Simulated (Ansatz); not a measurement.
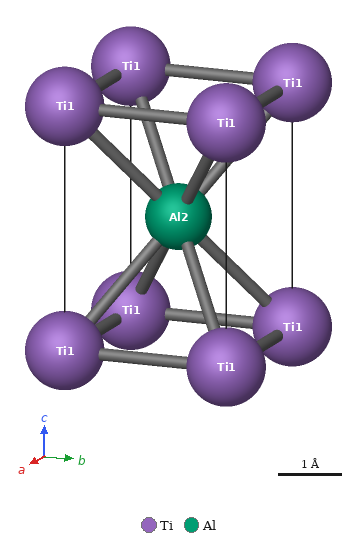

Fig. 1: The input geometry of the first run (ball-and-stick view of the cell of the calculation, seen slightly off an axis; atoms are numbered from 1 in the order of the input).

**TiAl: a changed input and its effect**

System: TiAl (P4/mmm, 2 atoms in the cell).
Method of the first run: DFT PBEsol, scalar-relativistic, plane waves, PAW, PAW set soft_1, no spin polarisation (Ansatz 0.2.0).

The structure derives from an entry of the Crystallography Open Database. Text and figures count atoms from 1; the logs count them from 0 in places.

### Input, the first run
```yaml
crystal:
  lattice:
    - [2.7947420408, 0.0, 0.0]
    - [0.0, 2.7947420408, 0.0]
    - [0.0, 0.0, 4.0383734491]
  atoms:
    - { symbol: Ti, position: [0.0, 0.0, 0.0] }
    - { symbol: Al, position: [0.5, 0.5, 0.5] }
basis:
  ecutwfc: 520.0
kpoints:
  mp_grid: { grid: [16, 16, 12] }
hamiltonian:
  xc: pbesol
  pseudopotentials: { kind: paw, azcp: { folder: soft_1 } }
scf:
  occupations: { method: gaussian, width: 0.15 }
output:
  forces: true
  stress: true
  eigenvalues: true
```

Launched with:
```bash
ansatz run input.yaml --threads 1 --pin off --max-ram 2048MiB --backend cpu --events-out ev --progress --plain --runs-dir out
```

Hardware: 1 thread of Arm Neoverse N1, 98 GiB of memory available, shared host.

### Output, shortened to warnings, some set-up lines, iterations and results (the first run)
```
Warning: [file] the record states the generating functional pbe (its physics header spells it `PBE`), which answers neither for hamiltonian.xc's functional nor for the pbesol family's — results may be inconsistent (PPs are generated against a specific XC)
Warning: [file] the record states the generating functional pbe (its physics header spells it `PBE`), which answers neither for hamiltonian.xc's functional nor for the pbesol family's — results may be inconsistent (PPs are generated against a specific XC)
Basis set: ecut = 520 eV, 855 PW (Γ), exchange–correlation on 48×48×64 points (8 copies of the dense FFT grid, shifted against one another)
Symmetry: 16 space group operations
k-points: 315 of 3072
Initial density: superposition of atomic densities (chi_scale 0.1, normalization cell, long waves kept (reshape's long-wave potential 0.00 eV rms))
[...]
SCF iter   1: F=—  HF=-2999.550107 eV  |F-HF|=—  |Δ(HF+E_count)|=         —  Δρ=4.56e-2  dr2=6.32e-1  ethr=3.10e-3  ⟨swp⟩=4.9  Hψ=18767  notcnv=0
SCF iter   2: F=—  HF=-2999.378595 eV  |F-HF|=—  |Δ(HF+E_count)|=   1.72e-1  Δρ=2.41e-2  dr2=2.16e-1  ethr=3.10e-3  ⟨swp⟩=2.0  Hψ=7590  notcnv=0  defer=39
SCF iter   3: F=—  HF=-2999.284375 eV  |F-HF|=—  |Δ(HF+E_count)|=   9.42e-2  Δρ=3.47e-3  dr2=6.15e-3  ethr=1.44e-3  ⟨swp⟩=2.0  Hψ=6230  notcnv=0  defer=38
SCF iter   4: F=—  HF=-2999.282650 eV  |F-HF|=—  |Δ(HF+E_count)|=   1.72e-3  Δρ=8.59e-4  dr2=2.97e-4  ethr=4.10e-5  ⟨swp⟩=2.0  Hψ=6500  notcnv=0  defer=29
SCF iter   5: F=—  HF=-2999.282567 eV  |F-HF|=—  |Δ(HF+E_count)|=   8.38e-5  Δρ=1.64e-4  dr2=8.99e-6  ethr=1.98e-6  ⟨swp⟩=2.4  Hψ=4797  notcnv=0  defer=28
SCF iter   6: F=—  HF=-2999.282566 eV  |F-HF|=—  |Δ(HF+E_count)|=   1.04e-6  Δρ=2.67e-5  dr2=1.42e-7  ethr=5.99e-8  ⟨swp⟩=2.0  Hψ=4895  notcnv=0  defer=28
SCF iter   7: F=-2999.282566 eV  HF=-2999.282566 eV  |F-HF|=2.68e-11  |Δ(HF+E_count)|=   2.38e-8  Δρ=2.38e-6  dr2=9.28e-10  ethr=6.67e-10  ⟨swp⟩=5.1  Hψ=15798  notcnv=0
SCF 1 converged in 7 iterations: F = -2999.282566 eV  dr2 = 9.28e-10
SCF converged after 7 iterations
Free energy (F): -2999.282566 eV
Harris-Foulkes:  -2999.282566 eV  (|F-HF|=2.68e-11)
Internal energy: -2999.262303 eV  (E = F + TS)
E sigma→0 (E₀):  -2999.272434 eV
Entropy (-TS):   -0.020263 eV (-10.131 meV/atom)
Fermi energy:    11.196099 eV
--- Per-component energies (eV) ---
  E_band       = -159.953516
  E_kinetic    = 305.284798
  E_local      = -1124.260442  (includes V_loc(G=0)·N_el)
  E_nonlocal   = 73.063755
  E_hartree    = 469.372051
  E_xc         = -153.409421
  E_vxc        = -175.306443  (∫ρ·V_xc dr)
  E_paw        = -1474.507785  (= ΣΔE_a)
  E_vpaw       = -177.479062  (= ΣTr[D̂ρ^β])
  E_aug_tail   = -0.000028  (compensation charges beyond the density's cutoff)
  E_ewald      = -1094.963755
  E_core_change = 0.158524  (= ΣΔE_core)
  E_smearing   = -0.020263  (= −TS)
  E_closure    = -0.000000  (closes the sum)
  Σ components = -2999.282566   (vs F -2999.282566, Δ=0.00e0)
--- Forces (eV/Å), atoms counted from 1 ---
  atom   1  Ti    -0.00000000     0.00000000     0.00000000
  atom   2  Al     0.00000000    -0.00000000     0.00000000
  max |Σ_I F_I| component: 2.47e-31 eV/Å
--- Stress (GPa, compression-positive) ---
        0.045509       0.000000       0.000000
        0.000000       0.045509       0.000000
        0.000000       0.000000      -0.061866
  P = ⅓ Tr σ = 0.0097 GPa (0.097 kbar)
```

The input of the second run differs as follows (lines with − go, lines with + come):
```diff
-  mp_grid: { grid: [16, 16, 12] }
+  mp_grid: { grid: [18, 18, 12] }
+  write_density: true
+  write_potential: true
+  elf: true
+  volumetric_format: npy
```

How does the second run compare with the first run?

The free energy of the second run is 0.41 meV per atom higher, which measures how much it depends on this numerical setting. The number of SCF iterations is the same. The irreducible k-points go from 315 to 385. On the same kind of shared host the second run took about 1.6 times as long.

### Output, shortened to warnings, some set-up lines, iterations and results (the second run)
```
Warning: [file] the record states the generating functional pbe (its physics header spells it `PBE`), which answers neither for hamiltonian.xc's functional nor for the pbesol family's — results may be inconsistent (PPs are generated against a specific XC)
Warning: [file] the record states the generating functional pbe (its physics header spells it `PBE`), which answers neither for hamiltonian.xc's functional nor for the pbesol family's — results may be inconsistent (PPs are generated against a specific XC)
Basis set: ecut = 520 eV, 855 PW (Γ), exchange–correlation on 48×48×64 points (8 copies of the dense FFT grid, shifted against one another)
Symmetry: 16 space group operations
k-points: 385 of 3888
Initial density: superposition of atomic densities (chi_scale 0.1, normalization cell, long waves kept (reshape's long-wave potential 0.00 eV rms))
[...]
SCF iter   1: F=—  HF=-2999.550203 eV  |F-HF|=—  |Δ(HF+E_count)|=         —  Δρ=4.56e-2  dr2=6.34e-1  ethr=3.10e-3  ⟨swp⟩=4.9  Hψ=22951  notcnv=0
SCF iter   2: F=—  HF=-2999.378213 eV  |F-HF|=—  |Δ(HF+E_count)|=   1.72e-1  Δρ=2.40e-2  dr2=2.17e-1  ethr=3.10e-3  ⟨swp⟩=2.0  Hψ=9265  notcnv=0  defer=50
SCF iter   3: F=—  HF=-2999.283734 eV  |F-HF|=—  |Δ(HF+E_count)|=   9.45e-2  Δρ=3.64e-3  dr2=6.97e-3  ethr=1.45e-3  ⟨swp⟩=2.0  Hψ=7609  notcnv=0  defer=49
SCF iter   4: F=—  HF=-2999.281846 eV  |F-HF|=—  |Δ(HF+E_count)|=   1.89e-3  Δρ=9.06e-4  dr2=3.38e-4  ethr=4.65e-5  ⟨swp⟩=1.9  Hψ=7610  notcnv=0  defer=37
SCF iter   5: F=—  HF=-2999.281752 eV  |F-HF|=—  |Δ(HF+E_count)|=   9.43e-5  Δρ=1.66e-4  dr2=9.19e-6  ethr=2.26e-6  ⟨swp⟩=2.4  Hψ=5901  notcnv=0  defer=36
SCF iter   6: F=—  HF=-2999.281748 eV  |F-HF|=—  |Δ(HF+E_count)|=   3.35e-6  Δρ=2.66e-5  dr2=1.35e-7  ethr=6.12e-8  ⟨swp⟩=2.0  Hψ=5994  notcnv=0  defer=36
SCF iter   7: F=-2999.281749 eV  HF=-2999.281749 eV  |F-HF|=8.59e-11  |Δ(HF+E_count)|=   3.50e-8  Δρ=2.40e-6  dr2=9.16e-10  ethr=6.67e-10  ⟨swp⟩=7.4  Hψ=26143  notcnv=0
SCF 1 converged in 7 iterations: F = -2999.281749 eV  dr2 = 9.16e-10
SCF converged after 7 iterations
Free energy (F): -2999.281749 eV
Harris-Foulkes:  -2999.281749 eV  (|F-HF|=8.59e-11)
Internal energy: -2999.261626 eV  (E = F + TS)
E sigma→0 (E₀):  -2999.271687 eV
Entropy (-TS):   -0.020123 eV (-10.061 meV/atom)
Fermi energy:    11.202040 eV
--- Per-component energies (eV) ---
  E_band       = -159.925755
  E_kinetic    = 305.288064
  E_local      = -1124.290899  (includes V_loc(G=0)·N_el)
  E_nonlocal   = 73.065007
  E_hartree    = 469.400250
  E_xc         = -153.410037
  E_vxc        = -175.307243  (∫ρ·V_xc dr)
  E_paw        = -1474.508750  (= ΣΔE_a)
  E_vpaw       = -177.480856  (= ΣTr[D̂ρ^β])
  E_aug_tail   = -0.000028  (compensation charges beyond the density's cutoff)
  E_ewald      = -1094.963755
  E_core_change = 0.158524  (= ΣΔE_core)
  E_smearing   = -0.020123  (= −TS)
  E_closure    = 0.000000  (closes the sum)
  Σ components = -2999.281749   (vs F -2999.281749, Δ=0.00e0)
--- Forces (eV/Å), atoms counted from 1 ---
  atom   1  Ti    -0.00000000    -0.00000000     0.00000000
  atom   2  Al     0.00000000    -0.00000000     0.00000000
  max |Σ_I F_I| component: 3.82e-31 eV/Å
--- Stress (GPa, compression-positive) ---
        0.026586       0.000000       0.000000
        0.000000       0.026586       0.000000
        0.000000       0.000000       0.012236
  P = ⅓ Tr σ = 0.0218 GPa (0.218 kbar)
```

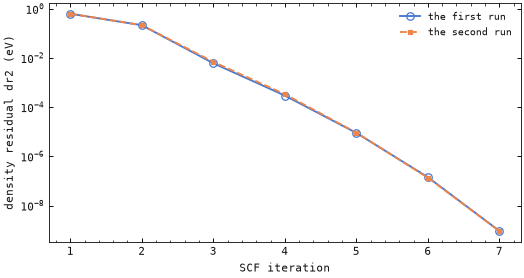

Fig. 2: Convergence of the two runs: density residual dr2 against the SCF iteration. The first run takes 7 iterations in all, and the second run takes 7.

### The two runs side by side

| quantity | the first run | the second run |
| --- | --- | --- |
| outcome | converged | converged |
| free energy per atom (eV) | −1499.6413 | −1499.6409 |
| energy per atom, smearing taken to zero (eV) | −1499.6362 | −1499.6358 |
| gap on the mesh (eV) | 0.00 | 0.00 |
| pressure (GPa) | 0.01 | 0.02 |
| largest force (eV/Å) | 0.000 | 0.000 |
| SCF iterations | 7 | 7 |
| irreducible k-points | 315 | 385 |
| plane waves at Γ | 855 | 855 |
| wall time (shared host) | 15 s | 25 s |

For both runs: Warnings: the PAW datasets were made with another functional.
